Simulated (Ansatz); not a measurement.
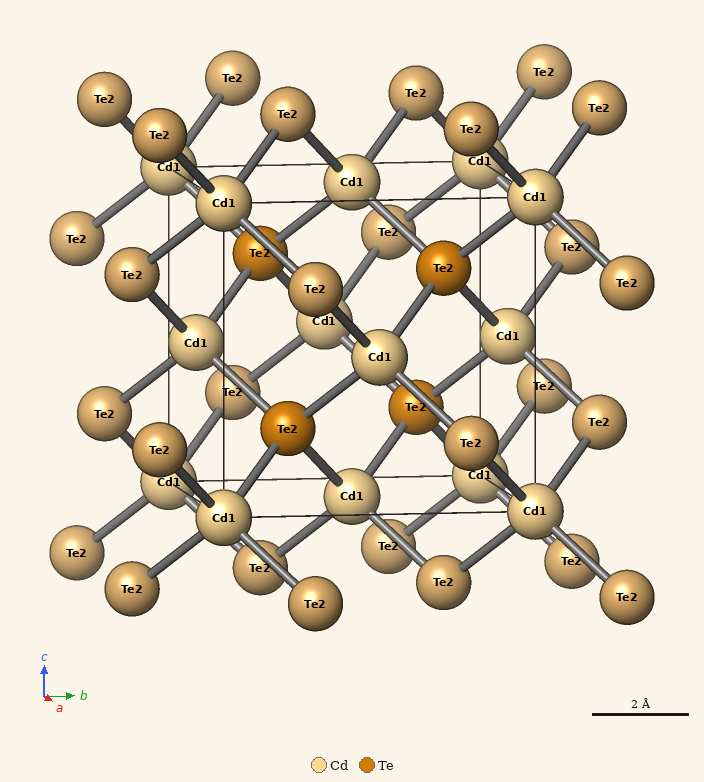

**Figure 1.** The input geometry (ball-and-stick view of the cell 4 times as large as that of the calculation, set on its symmetry axes, seen slightly off an axis; neighbours outside the cell are drawn fainter; atoms are numbered from 1 in the order of the input).

## CdTe: geometry relaxation

System: CdTe (2 atoms in the cell).
Method: DFT PBE, scalar-relativistic, plane waves, PAW, no spin polarisation (Ansatz 0.2.0).

The structure derives from a Materials Project entry. Figures and captions count atoms from 1; the log counts them from 0 in places.

The input:
```yaml
crystal:
  lattice:
    - [0.0, 3.3100202321, 3.3100202321]
    - [3.3100202321, 0.0, 3.3100202321]
    - [3.3100202321, 3.3100202321, 0.0]
  atoms:
    - { symbol: Cd, position: [0.0, 0.0, 0.0] }
    - { symbol: Te, position: [0.25, 0.25, 0.25] }
basis:
  ecutwfc: 420
kpoints:
  mp_grid: { grid: [8, 8, 8] }
hamiltonian:
  xc: pbe
scf:
  occupations: { method: gaussian, width: 0.02 }
output:
  forces: true
  stress: true
  eigenvalues: true
  write_density: true
  write_potential: true
  elf: true
  volumetric_format: npy
relax:
  adjacent_minimum: "off"
  f_tol: 0.005
  max_steps: 80
  cell: { stress_tol: 0.05 }
```

Hardware: 8 threads of Intel Xeon @ 2.50GHz (Skylake/Cascade Lake), 189 GiB of memory available, shared host.

Launch command:
```bash
ansatz run input.yaml --threads 8 --pin off --max-ram 14336MiB --backend cpu --events-out ev --progress --plain --runs-dir out
```

Output:
```
Engine: ansatz 0.2.0, x86_64-unknown-linux-gnu
Pseudopotentials: kind: paw
Pseudopotential: Cd, paw, valence charge 20, recommended cutoff 420 eV (normal), Cd.paw.azcp
Pseudopotential: Te, paw, valence charge 16, recommended cutoff 420 eV (normal), Te.paw.azcp
Functional definition: PBE
  parameter kappa = 0.804
  parameter beta = 0.06672455060314922
  exchange = pbe_x(kappa = kappa, mu = beta*pi^2/3)
  correlation = pbe_c(beta = beta)
Crystal: 2 atoms, lattice volume = 72.531 Å³
Basis set: ecut = 420 eV, 1411 PW (Γ), exchange–correlation on 64×64×64 points (8 copies of the dense FFT grid, shifted against one another)
Bands: 22, of which v1, the nominal top of the filled ones, is band 18 counted from 1 (17 counted from 0)
Symmetry: 24 space group operations
Space group: F-43m (ITA 216), of the structure as read, at distance tolerance 4.2e-5 Å
k-points: 29 of 512 (time reversal used)
Non-local potential: Cd, projectors of the file, l = 0: 3, l = 1: 2, l = 2: 2, l = 3: 1
Non-local potential: Te, projectors of the file, l = 0: 2, l = 1: 2, l = 2: 2, l = 3: 2
PAW form: soft (Blöchl's): semilocal exchange-correlation on the pseudo side does not see the compensation charge
PAW one-centre angular grid: Cd, 590 points (default); XC on 64 Gauss nodes
PAW one-centre angular grid: Te, 590 points (default); XC on 64 Gauss nodes
Initial density: superposition of atomic densities (neutral atoms: chi_scale 0, normalization atom), corrected by the library's trained network
Initial wavefunctions: pseudopotential atomic-orbital guess
Functional: x = pbe(κ = 0.804, μ = 0.2195149727645171), c = pbe(β = 0.06672455060314922)
SCF iter   1: F=—  HF=-15235.339411 eV  |F-HF|=—  |Δ(HF+E_count)|=         —  Δρ=1.47e-3  dr2=4.02e-3  ethr=1.77e-3  ⟨swp⟩=6.3  Hψ=3045  notcnv=0
preconditioner: auto → none  [insulator: Δε(μ)=0.557 eV  Ē_g=11.163 eV  σ=0.020 eV  W_gap=1.00  n_scr=14 (ndim 8)  ℏωp=18.5 eV  f_vac=0.207  D(μ)=0.00/eV (n_scr^D=0)  ε∞_Penn≈3.7]
SCF iter   2: F=—  HF=-15235.338571 eV  |F-HF|=—  |Δ(HF+E_count)|=   8.40e-4  Δρ=5.43e-4  dr2=2.20e-4  ethr=1.12e-5  ⟨swp⟩=2.8  Hψ=1288  notcnv=0
SCF iter   3: F=—  HF=-15235.338634 eV  |F-HF|=—  |Δ(HF+E_count)|=   6.30e-5  Δρ=1.96e-4  dr2=2.97e-5  ethr=6.12e-7  ⟨swp⟩=3.0  Hψ=1230  notcnv=0
SCF iter   4: F=—  HF=-15235.338666 eV  |F-HF|=—  |Δ(HF+E_count)|=   3.24e-5  Δρ=8.81e-5  dr2=8.13e-6  ethr=8.24e-8  ⟨swp⟩=2.5  Hψ=1032  notcnv=0
SCF iter   5: F=—  HF=-15235.338682 eV  |F-HF|=—  |Δ(HF+E_count)|=   1.54e-5  Δρ=2.47e-5  dr2=5.35e-7  ethr=2.26e-8  ⟨swp⟩=2.0  Hψ=899  notcnv=0
SCF iter   6: F=-15235.338684 eV  HF=-15235.338684 eV  |F-HF|=4.42e-8  |Δ(HF+E_count)|=   2.21e-6  Δρ=3.22e-6  dr2=9.36e-9  ethr=2.78e-10  ⟨swp⟩=11.9  Hψ=4578  notcnv=0
SCF 1 converged in 6 iterations: F = -15235.338684 eV  dr2 = 9.36e-9
  greatest PAW one-centre occupation: 1.000 electrons in one spin orbital (limit 2), on the Cd atom at site 0 (counted from 0), in its partial waves of l = 0
relax step   1: F+E_penalty+E_count = -15235.33868415 eV  Δ(F+E_penalty+E_count) = +0.000e0 eV  max|allowed force component| = 1.018e-16 eV/Å  Δτ_max = 0.0000 Å  P = -0.028 GPa  Ω = 72.531 Å³  (6 SCF iters, dr2 threshold 1.00e-7 eV, accepted)
Initial density: handed on by an earlier stage of this run
Initial wavefunctions: pseudopotential atomic-orbital guess (no wavefunctions were taken with the density)
iter 1 solved again at ethr=9.35e-8 eV; its pass at ethr=3.10e-3 eV (dr2=3.36e-5 eV) is discarded
SCF iter   1: F=—  HF=-15235.338680 eV  |F-HF|=—  |Δ(HF+E_count)|=         —  Δρ=3.12e-6  dr2=9.04e-9  ethr=9.35e-8  ⟨swp⟩=4.0  Hψ=4791  notcnv=0
eigensolver tolerance schedule: the retry pair's looser diagonalisation over-reported the residual by 3719.41 of it (diagonalisation noise at 0.13 of the residual, at the tolerance the schedule requests for it); recorded, not acted on — ethr = c·dr2/N_el stays at c = 1.0e-1
preconditioner: auto → none  [insulator: Δε(μ)=0.583 eV  Ē_g=11.149 eV  σ=0.020 eV  W_gap=1.00  n_scr=14 (ndim 8)  ℏωp=18.5 eV  f_vac=0.206  D(μ)=0.00/eV (n_scr^D=0)  ε∞_Penn≈3.8]
SCF iter   2: F=—  HF=-15235.338684 eV  |F-HF|=—  |Δ(HF+E_count)|=   3.98e-6  Δρ=1.80e-6  dr2=2.70e-9  ethr=2.51e-11  ⟨swp⟩=3.2  Hψ=1363  notcnv=0
SCF iter   3: F=—  HF=-15235.338684 eV  |F-HF|=—  |Δ(HF+E_count)|=   1.85e-8  Δρ=1.10e-6  dr2=8.51e-10  ethr=7.51e-12  ⟨swp⟩=3.0  Hψ=1351  notcnv=0
SCF iter   4: F=—  HF=-15235.338684 eV  |F-HF|=—  |Δ(HF+E_count)|=  2.04e-10  Δρ=2.19e-7  dr2=2.42e-11  ethr=2.36e-12  ⟨swp⟩=2.0  Hψ=870  notcnv=0
SCF iter   5: F=-15235.338684 eV  HF=-15235.338684 eV  |F-HF|=7.28e-12  |Δ(HF+E_count)|=  3.46e-11  Δρ=9.03e-8  dr2=4.16e-12  ethr=1.00e-12  ⟨swp⟩=6.3  Hψ=2904  notcnv=0
SCF 2 converged in 5 iterations: F = -15235.338684 eV  dr2 = 4.16e-12
relax step   2: F+E_penalty+E_count = -15235.33868416 eV  Δ(F+E_penalty+E_count) = -9.270e-9 eV  max|allowed force component| = 8.327e-17 eV/Å  Δτ_max = 0.0000 Å  P = -0.028 GPa  Ω = 72.531 Å³  stress off target by 2.77e-2 GPa  SCF on the basis re-selected at this cell (its energy is not comparable with the rows above)  (5 SCF iters)
```

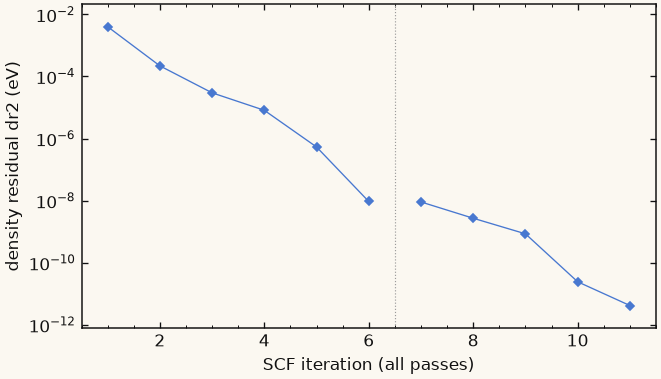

**Figure 2.** Convergence of the self-consistent field: density residual dr2 against the SCF iteration. The dotted lines part the SCF passes of the relaxation: geometry steps, rejected trials and re-solves on a re-selected basis. The passes take 6 and 5 iterations.

```
basis re-selected at this cell: Δ(F+E_penalty+E_count) = -9.270e-9 eV, ΔP = +0.000 GPa vs the last step (what re-selecting the basis moved, of the pressure what is left beyond the Pulay correction that the steps carried, after the strain that the cell walked since its last selection, with what the two solves' SCF thresholds leave and, on support functions, any second-order correction that the steps lacked; it is no measure of the basis error at this ecutwfc). This SCF's stress stands 2.77e-2 GPa from its target on what of the cell is left free (relax.cell.stress_tol is 5.00e-2 GPa) and its largest allowed force component is 8.33e-17 eV/Å (relax.f_tol is 5.00e-3 eV/Å): within both
SCF converged after 5 iterations
Free energy (F): -15235.338684 eV
Harris-Foulkes:  -15235.338684 eV  (|F-HF|=7.28e-12)
Internal energy: -15235.338684 eV  (E = F + TS)
E sigma→0 (E₀):  -15235.338684 eV
Fermi energy:    6.882987 eV
--- Per-component energies (eV) ---
  E_band       = -815.457621
  E_kinetic    = 684.537923
  E_local      = -5557.363525  (includes V_loc(G=0)·N_el)
  E_nonlocal   = -276.744074
  E_hartree    = 2789.993528
  E_xc         = -300.451025
  E_vxc        = -324.975107  (∫ρ·V_xc dr)
  E_paw        = -8746.042101  (= ΣΔE_a)
  E_vpaw       = -920.899822  (= ΣTr[D̂ρ^β])
  E_aug_tail   = -0.000161  (compensation charges beyond the density's cutoff)
  E_ewald      = -3829.269249
  E_smearing   = -0.000000  (= −TS)
  E_closure    = 0.000000  (closes the sum)
  Σ components = -15235.338684   (vs F -15235.338684, Δ=0.00e0)
--- Forces (eV/Å), atoms counted from 1 ---
  atom   1  Cd     0.00000000    -0.00000000    -0.00000000
  atom   2  Te    -0.00000000     0.00000000     0.00000000
  max |Σ_I F_I| component: 1.30e-16 eV/Å
--- Stress (GPa, compression-positive) ---
       -0.027693      -0.000000      -0.000000
       -0.000000      -0.027693       0.000000
       -0.000000       0.000000      -0.027693
  P = ⅓ Tr σ = -0.0277 GPa (-0.277 kbar)
--- Band table (eV; the first three rows and the last of 29) ---
  k-point 0: bands = ["-95.3852", "-56.4473", "-56.4473", "-56.4473", "-29.2976", "-29.2976", "-29.2976", "-29.2917", "-29.2917", "-4.2385", "-1.4883", "-1.4883", "-1.4883", "-1.2717", "-1.2717", "6.5912", "6.5912", "6.5912", "7.1741", "11.2450", "11.2450", "11.2450"]
  k-point 1: bands = ["-95.3852", "-56.4473", "-56.4473", "-56.4473", "-29.2977", "-29.2976", "-29.2976", "-29.2917", "-29.2917", "-4.1883", "-1.4792", "-1.4792", "-1.4459", "-1.2723", "-1.2723", "5.4114", "6.4717", "6.4717", "8.0706", "11.1923", "11.4382", "11.4382"]
  k-point 2: bands = ["-95.3852", "-56.4473", "-56.4473", "-56.4473", "-29.2977", "-29.2975", "-29.2975", "-29.2917", "-29.2917", "-4.0671", "-1.4587", "-1.4587", "-1.3088", "-1.2717", "-1.2717", "4.0333", "6.2155", "6.2155", "8.4717", "11.7571", "11.7571", "11.8380"]
  k-point 28: bands = ["-95.3852", "-56.4474", "-56.4474", "-56.4473", "-29.2977", "-29.2976", "-29.2972", "-29.2917", "-29.2915", "-3.7962", "-1.3873", "-1.3799", "-1.2952", "-1.2701", "-0.7875", "2.7066", "4.5156", "4.6548", "10.6218", "11.2942", "12.0794", "12.9333"]
--- Relaxed structure (1 steps of the walk, 1 accepted, 1 SCFs on fresh bases) ---
  F+E_penalty+E_count = -15235.33868416 eV   max|allowed force component| = 8.327e-17 eV/Å   (the final SCF, on the basis selected at the relaxed cell)
  cell:  # Å, volume = 72.5307 Å³
    - [0.0, 3.3100202321, 3.3100202321]
    - [3.3100202321, 0.0, 3.3100202321]
    - [3.3100202321, 3.3100202321, 0.0]
  atoms:
    - { symbol: Cd, position: [0.0, 0.0, 0.0] }
    - { symbol: Te, position: [0.25, 0.25, 0.25] }
```

Trajectory as extended XYZ (Å, eV, eV/Å), 2 frames, from step=1 to step=2:
```
2
Lattice="0.0000 3.3100 3.3100 3.3100 0.0000 3.3100 3.3100 3.3100 0.0000" Properties=species:S:1:pos:R:3:forces:R:3 step=1 energy=-15235.33868 pressure_GPa=-0.03
Cd    0.0000    0.0000    0.0000    0.0000   0.0000   0.0000
Te    1.6550    1.6550    1.6550    0.0000   0.0000   0.0000
2
Lattice="0.0000 3.3100 3.3100 3.3100 0.0000 3.3100 3.3100 3.3100 0.0000" Properties=species:S:1:pos:R:3:forces:R:3 step=2 energy=-15235.33868 pressure_GPa=-0.03
Cd    0.0000    0.0000    0.0000    0.0000   0.0000   0.0000
Te    1.6550    1.6550    1.6550    0.0000   0.0000   0.0000
```

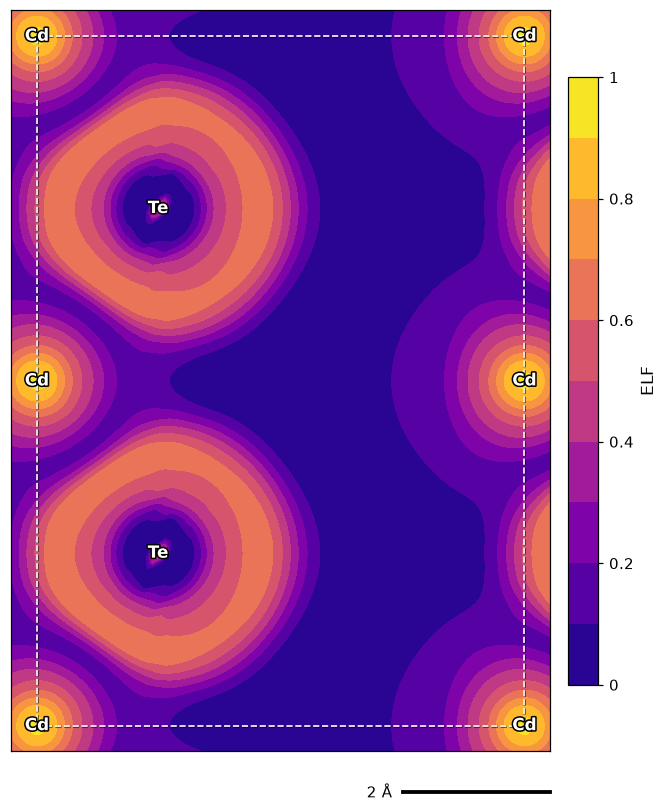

**Figure 3.** ELF on the (110) plane of the conventional cell. The section cuts through Cd and Te sites. Cd–Te (2.87 Å): the ELF peaks at about 0.70 in the valence shell of Te, 1.2 Å from its nucleus, and drops to about 0.15 between the two atoms. The strong features right at Cd lie inside the PAW spheres (semicore, d or f shells) and say nothing about bonding. Core electrons are frozen (PAW), so the fields are smoothed inside the atomic spheres.

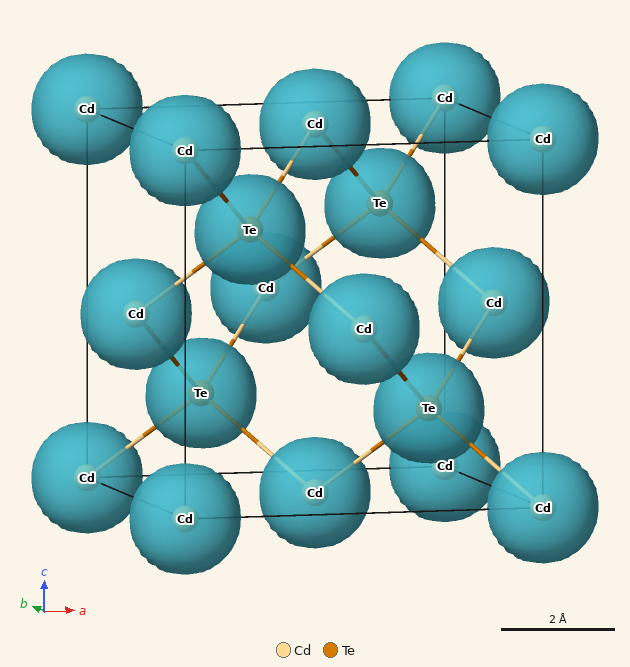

**Figure 4.** Isosurface of the valence pseudo-density at 0.6 e/Å³ (cyan), seen slightly off an axis. Sticks mark near contacts. The outline is the cell set on symmetry axes. At this value the density breaks into separate islands; it holds about 80 % of the electrons treated as valence (semicore included). It is pinched off along the Cd–Te (2.87 Å) contacts. On the grid the lowest density along these lines, outside the cores, is 0.31 e/Å³ (Cd–Te, 2.87 Å).

Key numbers:

```json
{"quantity": "outcome", "value": "converged"}
{"quantity": "space group (tolerance 0.01 Å)", "value": "F-43m (216)"}
{"quantity": "electrons treated", "value": "36"}
{"quantity": "free energy", "value": "−15235.3387 eV"}
{"quantity": "Fermi energy", "value": "6.883 eV"}
{"quantity": "gap on the k-point mesh", "value": "0.58 eV"}
{"quantity": "pressure", "value": "−0.03 GPa"}
{"quantity": "final volume", "value": "72.53 Å³"}
{"quantity": "largest force (length of the vector) at the end", "value": "under 0.001 eV/Å"}
{"quantity": "final cell", "value": "a = 4.681 Å, b = 4.681 Å, c = 4.681 Å, α = 60.00°, β = 60.00°, γ = 60.00°"}
{"quantity": "wall time", "value": "7.7 s (CPU time 21 s)"}
{"quantity": "peak memory", "value": "0.5 GiB"}
```
